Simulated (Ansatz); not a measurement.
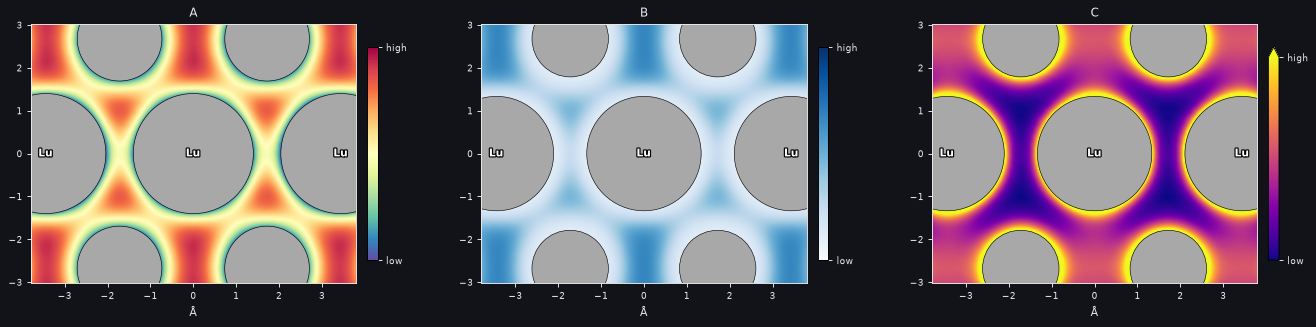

Lu: 3 fields on the (100) plane of the conventional cell, with unlabelled colour scales. Grey discs cover the atomic cores.

Space group P6₃/mmc; set up as Lu, beta-Sn type; a generated structure, not necessarily the stable one; changed on purpose from its base cell (volume × 0.92); computed pressure about 4 GPa in this cell.

The calculation used DFT, BLYP, plane waves (420 eV) with PAW, scalar-relativistic in Ansatz.

Q: The panels show electron localisation function, electrostatic potential energy of an electron and valence pseudo-density in some order. Assign them.

A: Panel A: electrostatic potential energy of an electron (low next to the atoms, rising into the space between them). Panel B: electron localisation function. Panel C: valence pseudo-density. From the grid: Lu–Lu (3.44 Å): ρ is about 0.12 e/Å³ halfway; the ELF is about 0.25 at the midpoint (no localised pair shows between them).
